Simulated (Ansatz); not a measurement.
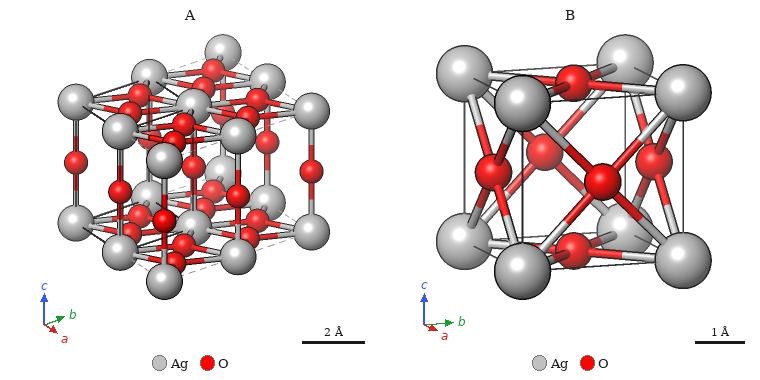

Two structures of AgO$_{3}$, each relaxed to rest (conventional cells in solid outline, small ones repeated, not to one scale). Method: Ansatz 0.2.0, DFT PBE, scalar-relativistic, plane waves, PAW, with collinear spins.

Question: What structure does each panel show?

Answer: A: 4 atoms a cell on a primitive hexagonal lattice, P6/mmm. B: Cu₃Au (L1₂) type, Pm-3m.

Question: Which is the more stable form at this level of theory?

Answer: A is lower, by 117 meV/atom at this level of theory (energies at zero smearing). Volumes: A 12.9, B 11.1 Å³/atom.

One or both may be structure types tried for this composition rather than known phases.
